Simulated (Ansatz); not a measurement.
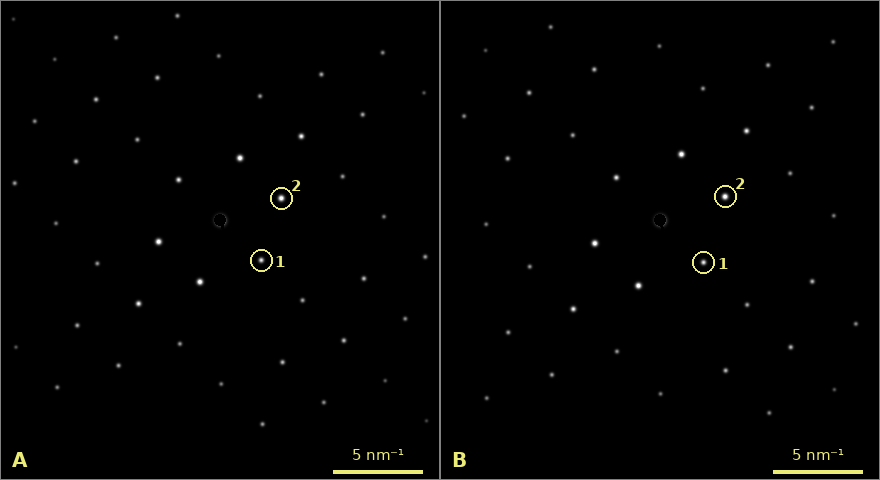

Kinematic electron diffraction patterns (200 kV, B = 0.5 Å², same scale) along [101] of the run's own cell, for the start and the end of one relaxation of Pb with Ansatz 0.2.0, DFT, PAW plane waves, pbe. k mesh 12×12×6. The start is a generated model structure, and the relaxation ends in the nearest stationary point of its symmetry, not necessarily the ground state. Spot 1 is 0 -1 0 and spot 2 is 1 -1 -1 in both.

Start structure:

```yaml
crystal:
  lattice:
    - [3.35853, 0.00000, 0.00000]
    - [-1.67926, 2.90857, 0.00000]
    - [0.00000, 0.00000, 5.37023]
  atoms:
    - { symbol: Pb, position: [0.33333, 0.66667, 0.25000] }
    - { symbol: Pb, position: [0.66667, 0.33333, 0.75000] }
```

Q: Which pattern belongs to the start structure, and which to the relaxed one?

A: B is the start: its cell gives d(1) = 2.909 Å, d(2) = 2.558 Å and an angle of 63.9°. A is the relaxed structure, with d(1) = 3.070 Å (+5.6 %), d(2) = 2.718 Å (+6.3 %) and 63.7°.

Q: What did the relaxation do to the structure and the energy?

A: The volume changed by +21.3 % to 31.81 Å³ an atom; the fractional coordinates hardly changed; the space group stayed P6_3/mmc (No. 194); the free energy fell by 180 meV an atom. Relaxed cell: a = 3.545 Å, b = 3.545 Å, c = 5.846 Å, α = 90.00°, β = 90.00°, γ = 120.00°.
